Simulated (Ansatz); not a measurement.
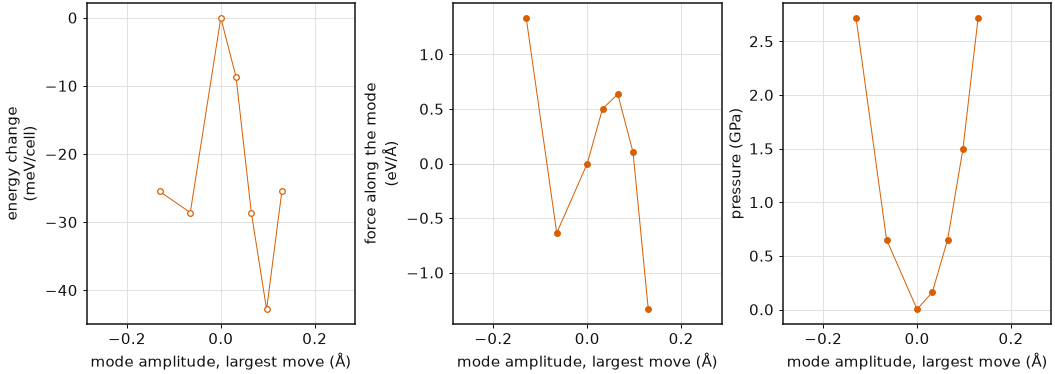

The picture above shows the energy change, force along the mode and pressure against mode amplitude for BaTiO₃, space group Pm-3m (No. 221).

The given structure:
```yaml
crystal:
  lattice:
    - [-4.01923, 0.00000, 0.00000]
    - [0.00000, 4.01923, 4.01928]
    - [0.00000, 4.01923, -4.01928]
  atoms:
    - { symbol: Ba, position: [0.00000, 0.00000, 0.00000] }
    - { symbol: Ba, position: [0.00000, 0.50000, 0.50000] }
    - { symbol: Ti, position: [0.50000, 0.50000, 0.00000] }
    - { symbol: Ti, position: [0.50000, 0.00000, 0.50000] }
    - { symbol: O, position: [0.50000, 0.25000, 0.25000] }
    - { symbol: O, position: [0.50000, 0.75000, 0.75000] }
    - { symbol: O, position: [0.50000, 0.25000, 0.75000] }
    - { symbol: O, position: [0.50000, 0.75000, 0.25000] }
    - { symbol: O, position: [0.00000, 0.50000, 0.00000] }
    - { symbol: O, position: [0.00000, 0.00000, 0.50000] }
```

Displacement pattern for amplitude 1 (x, y, z for each atom, in the order of the cell):
```
atom     x      y     z
 Ba1  0.00  -0.01  0.00
 Ba2  0.00  -0.01  0.00
 Ti3  0.00  -0.61  0.00
 Ti4  0.00  -0.61  0.00
  O5  0.00   0.44  0.00
  O6  0.00   0.44  0.00
  O7  0.00   1.00  0.00
  O8  0.00   1.00  0.00
  O9  0.00   0.44  0.00
 O10  0.00   0.44  0.00
```

Method: a normal mode of the cell frozen into a crystal at growing amplitude, by plane-wave density functional theory with PAW datasets, free energies less that of the undisturbed cell, pressure positive in compression; scalar-relativistic (Ansatz 0.2.0). Level: PBE, no spin polarisation.

- wave cutoff: 420 eV
- k mesh: 8×6×6
- occupations: Gaussian
- smearing width: 0.05 eV
- k shift: (0, 0, 0) (mesh steps)
- start: relaxed

The points at mode amplitude −0.195, −0.065, 0.13 and 0.26 follow from computed ones by symmetry.

The points at mode amplitude −0.2600 Å, −0.1950 Å, 0.1625 Å, 0.1950 Å, 0.2275 Å and 0.2600 Å are left out of the plot. What values does the calculation give there?

```json
{"mode amplitude, largest move (Å)": "-0.2600", "energy change (meV/cell)": "1148.6", "force along the mode (eV/Å)": "21.2", "pressure (GPa)": "12.6"}
{"mode amplitude, largest move (Å)": "-0.1950", "energy change (meV/cell)": "244.5", "force along the mode (eV/Å)": "7.9", "pressure (GPa)": "6.5"}
{"mode amplitude, largest move (Å)": "0.1625", "energy change (meV/cell)": "56.5", "force along the mode (eV/Å)": "-3.9", "pressure (GPa)": "4.4"}
{"mode amplitude, largest move (Å)": "0.1950", "energy change (meV/cell)": "244.5", "force along the mode (eV/Å)": "-7.9", "pressure (GPa)": "6.5"}
{"mode amplitude, largest move (Å)": "0.2275", "energy change (meV/cell)": "588.6", "force along the mode (eV/Å)": "-13.6", "pressure (GPa)": "9.3"}
{"mode amplitude, largest move (Å)": "0.2600", "energy change (meV/cell)": "1148.6", "force along the mode (eV/Å)": "-21.2", "pressure (GPa)": "12.6"}
```
